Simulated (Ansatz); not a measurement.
## Electronic structure of AlGa$_{7}$As$_{8}$ in real space

The calculation's input:

```
crystal:
  lattice:
    - [-5.6609690722, 5.6609690722, 0.0]
    - [-5.6609690722, 0.0, 5.6609690722]
    - [0.0, 5.6609690722, 5.6609690722]
  atoms:
    - { symbol: Al, position: [0.0, 0.0, 0.0] }
    - { symbol: Ga, position: [0.5001772101, -0.0001772101, -0.0001772101] }
    - { symbol: Ga, position: [-0.0001772101, 0.5001772101, -0.0001772101] }
    - { symbol: Ga, position: [-0.0001772101, -0.0001772101, 0.5001772101] }
    - { symbol: Ga, position: [0.5001772101, 0.5001772101, -0.0001772101] }
    - { symbol: Ga, position: [0.5001772101, -0.0001772101, 0.5001772101] }
    - { symbol: Ga, position: [-0.0001772101, 0.5001772101, 0.5001772101] }
    - { symbol: Ga, position: [0.5, 0.5, 0.5] }
    - { symbol: As, position: [0.8750091989, 0.8750091989, 0.3749724033] }
    - { symbol: As, position: [0.3749877706, 0.8750366881, 0.3749877706] }
    - { symbol: As, position: [0.8750366881, 0.3749877706, 0.3749877706] }
    - { symbol: As, position: [0.8750091989, 0.8750091989, 0.8750091989] }
    - { symbol: As, position: [0.3749877706, 0.3749877706, 0.3749877706] }
    - { symbol: As, position: [0.3749724033, 0.8750091989, 0.8750091989] }
    - { symbol: As, position: [0.8750091989, 0.3749724033, 0.8750091989] }
    - { symbol: As, position: [0.3749877706, 0.3749877706, 0.8750366881] }
basis:
  ecutwfc: 420
kpoints:
  mp_grid: { grid: [6, 6, 6] }
  band_path: { path: [[0.0, 0.0, 0.0], [0.05, 0.0, 0.0]], npoints: 1 }
hamiltonian:
  xc: pbesol
scf:
  occupations: { method: gaussian, width: 0.02 }
  n_extra_bands: 11
output:
  forces: true
  stress: true
  eigenvalues: true
  write_density: true
  write_potential: true
  elf: true
  volumetric_format: npy
```

Launched as:

```sh
ansatz run input.yaml --threads 4 --pin off --max-ram 10240MiB --backend cpu --events-out ev --progress --plain --runs-dir out
```

Below, planes, directions and counts refer to the conventional cell (a = 11.32 Å, b = 11.32 Å, c = 11.32 Å, α = 90.00°, β = 90.00°, γ = 90.00°).

Space group F-43m; a generated structure, not necessarily the stable one.

Level of theory: DFT PBEsol, scalar-relativistic, plane waves, PAW in Ansatz.

Core electrons are frozen (PAW), and the valence fields are smoothed inside the atomic spheres.

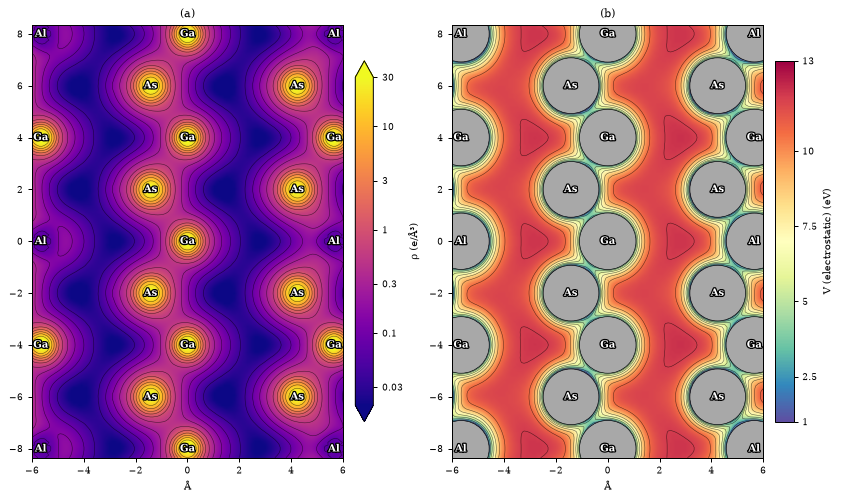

Figure 1. (a) valence charge density (pseudo); (b) electrostatic potential energy of an electron on the (011) plane of the conventional cell. Grey discs cover the atomic cores in the potential map.

Interpret the plot.

- The section cuts through Al, Ga and As sites.
- Ga–As (2.45 Å): ρ at the midpoint is about 0.49 e/Å³.
- Al–As (2.45 Å): ρ at the midpoint is about 0.48 e/Å³.
- Between the atoms the lowest density in this plane is 0.02 e/Å³.
- Outside the cores the potential energy rises away from the atoms and is highest about 2.4 Å from the nearest atoms; its zero is arbitrary.

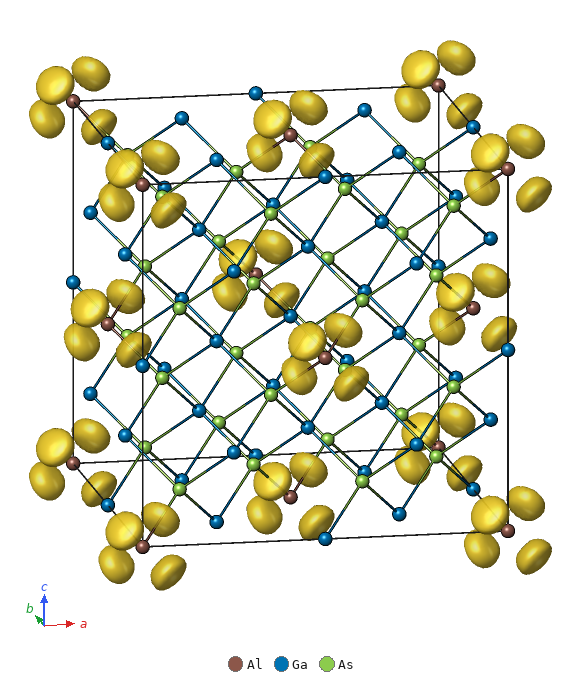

Figure 2. Isosurface of the ELF at 0.8 (yellow), seen slightly off an axis. Only the valence region is drawn (cores and ρ < 0.01 e/Å³ removed). Sticks mark near contacts.

Where are the electrons localised?

At this value the surface marks out 16 regions between bonded Al–As atoms (shared pairs), counted in one cell of 64 atoms. Any copies at cell faces, edges or corners count once.


Ga–As (2.45 Å): the ELF peaks at about 0.80 between the atoms (a covalent bond). Al–As (2.45 Å): the ELF peaks at about 0.95 between the atoms, as expected for localised, covalent bonding.

Metal or insulator at this level of theory?

It is gapped, with a Kohn–Sham gap of 0.55 eV on the k-point mesh, an upper bound to the gap of this method.
